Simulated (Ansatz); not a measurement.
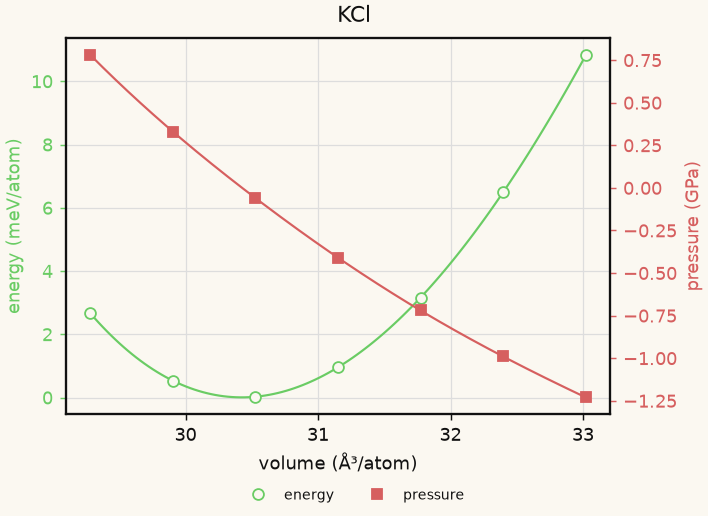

The figure shows the energy and pressure against volume for KCl, space group Fm-3m (No. 225).

Cell as given: a = 4.450 Å, b = 4.450 Å, c = 4.450 Å, α = 60.00°, β = 60.00°, γ = 60.00°; 2 atoms.

Computed with Ansatz 0.2.0: all-electron LAPW DFT, no spin polarisation; energies at scaled volumes of the given cell, shape and fractions fixed, counted from the fit's minimum, third-order Birch-Murnaghan fit. Level: PBEsol.

- k mesh: 7×7×7
- occupations: Fermi–Dirac
- smearing width: 0.05 eV
- potentials: all electron LAPW, scalar relativistic
- program settings: basis error eV/atom 0.001

Give the values behind the plot as a table.

```tsv
volume (Å³/atom)	energy (meV/atom)	pressure (GPa)
29.28	2.66	0.78
29.90	0.53	0.33
30.53	0.02	-0.06
31.15	0.95	-0.41
31.77	3.16	-0.72
32.40	6.49	-0.99
33.02	10.83	-1.23
```
